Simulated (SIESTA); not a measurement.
**A series of single points on Pb**

System: Pb (Im-3m, 1 atom in the cell).
Method: Kohn-Sham DFT of a periodic cell, PBEsol, PseudoDojo 0.4 standard, converted to PSML, no spin polarisation (SIESTA 5.4.2).

The 7 runs differ only in the geometry, by an even scaling of the cell at fixed fractional positions. The structure derives from a Materials Project entry.

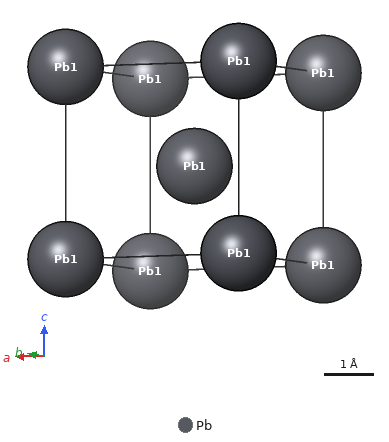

Figure 1. The structure of run 4 (spheres-only view of the cell 2 times as large as that of the calculation, set on its symmetry axes, seen at an oblique angle; atoms are numbered from 1 in the order of the input). An atom can appear more than once, as a periodic image.

## Input of run 4
```
SystemName                      Pb
SystemLabel                     Pb
NumberOfSpecies                 1
NumberOfAtoms                   1
%block ChemicalSpeciesLabel
  1  82 Pb
%endblock ChemicalSpeciesLabel

LatticeConstant                 1.0 Ang
%block LatticeVectors
    -1.9796595667     1.9796595667     1.9796595667
     1.9796595667    -1.9796595667     1.9796595667
     1.9796595667     1.9796595667    -1.9796595667
%endblock LatticeVectors
AtomicCoordinatesFormat         Fractional
%block AtomicCoordinatesAndAtomicSpecies
     0.0000000000     0.0000000000     0.0000000000  1  Pb
%endblock AtomicCoordinatesAndAtomicSpecies

%block kgrid.MonkhorstPack
    9   0   0  0.0
    0   9   0  0.0
    0   0   9  0.0
%endblock kgrid.MonkhorstPack
XC.Functional                   GGA
XC.Authors                      PBEsol
PAO.BasisSize                   DZP
PAO.EnergyShift                 0.003 Ry
Mesh.Cutoff                     500 Ry
OccupationFunction              FD
ElectronicTemperature           0.05 eV
MaxSCFIterations                120
SCF.MustConverge                false
SCF.Mixer.Method                Pulay
SCF.Mixer.Weight                0.25
SCF.Mixer.History               8
SCF.DM.Tolerance                5.0e-05
SCF.H.Tolerance                 1.0e-03 eV
WriteForces                     true
Charge.Mulliken                 end
%block PAO.Basis
  Pb 4
  n=6 0 2
    6.155 0.000
  n=6 1 2
    8.826 0.000
  n=5 2 2
    4.164 0.000
  n=6 2 1
    8.826
%endblock PAO.Basis
```

Command:
```bash
siesta < Pb.fdf > Pb.out 2>&1
```

Lattice vectors (Å) and fractional positions of run 4:
```
  -1.979660    1.979660    1.979660
   1.979660   -1.979660    1.979660
   1.979660    1.979660   -1.979660
Pb  0.000000  0.000000  0.000000
```

Run 6 differs from it as follows:
```diff
-    -1.9796595667     1.9796595667     1.9796595667
-     1.9796595667    -1.9796595667     1.9796595667
-     1.9796595667     1.9796595667    -1.9796595667
+    -2.0057107064     2.0057107064     2.0057107064
+     2.0057107064    -2.0057107064     2.0057107064
+     2.0057107064     2.0057107064    -2.0057107064
```

## Results, with one run withheld

```csv
run,volume per atom (Å³),"free energy per atom, from the lowest run given (meV)",pressure (GPa)
1,29.172,2.84,1.34
2,29.792,0.00,0.14
3,30.413,1.45,−0.83
4,31.034,6.21,−1.60
5,31.654,13.93,−2.37
6,32.275,?,?
7,32.896,36.37,−3.36
```

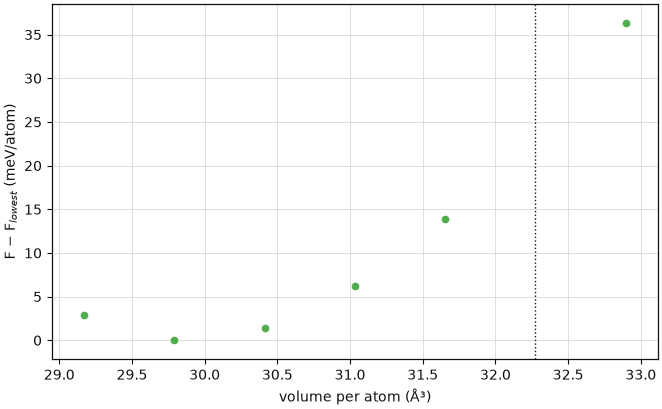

Figure 2. Free energy per atom of the runs given; the dotted line marks run 6.

Estimate the energy of run 6 from the others.

A cubic polynomial in V^(−2/3) (the Birch–Murnaghan form), fitted to the 6 runs given, misses them by at most 0.06 meV per atom. With x = V^(−2/3) − 0.10180 Å⁻², it reads F = 3.9241 − 3776.8 x + 8.8155e+05 x² + 1.424e+07 x³ (meV per atom). At run 6 it gives 24.14 meV per atom, and the run itself gives 24.28. The slope of the fit gives a pressure −dF/dV of −2.91 GPa there, and the run prints −2.90 GPa. The fit has its minimum at 29.884 Å³ per atom, where V d²F/dV² gives 49.8 GPa: the bulk modulus at this level, since symmetry fixes the shape and the positions.

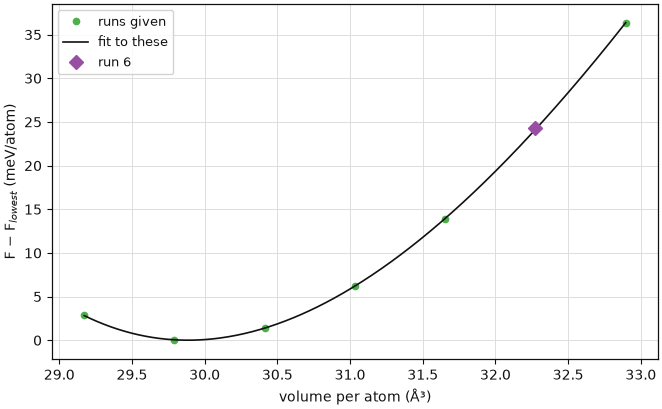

Figure 3. The fit and the withheld run.

## Some lines of the output (run 6)
```
[...]
outcell: Cell volume (Ang**3)        :     32.2749
stepf: Fermi-Dirac step function
siesta: Etot    =     -1911.725989
siesta: FreeEng =     -1911.732281
        iscf     Eharris(eV)        E_KS(eV)     FreeEng(eV)     dDmax    Ef(eV) dHmax(eV)
siesta: E_KS(eV) =            -1911.7757
siesta: E_KS - E_eggbox =     -1911.7757
siesta: Etot    =     -1911.775669
siesta: FreeEng =     -1911.783341
siesta:         Fermi =      -4.140658
siesta: Cell volume =         32.274897 Ang**3
    Orbital volume contribution        =           1.546202 eV
```

Notes: Points of doubt noted for this run: mulliken charges of long orbitals. Spin–orbit coupling is left out, which matters for Pb. With a small basis of atomic orbitals these values can differ much from converged plane-wave results.
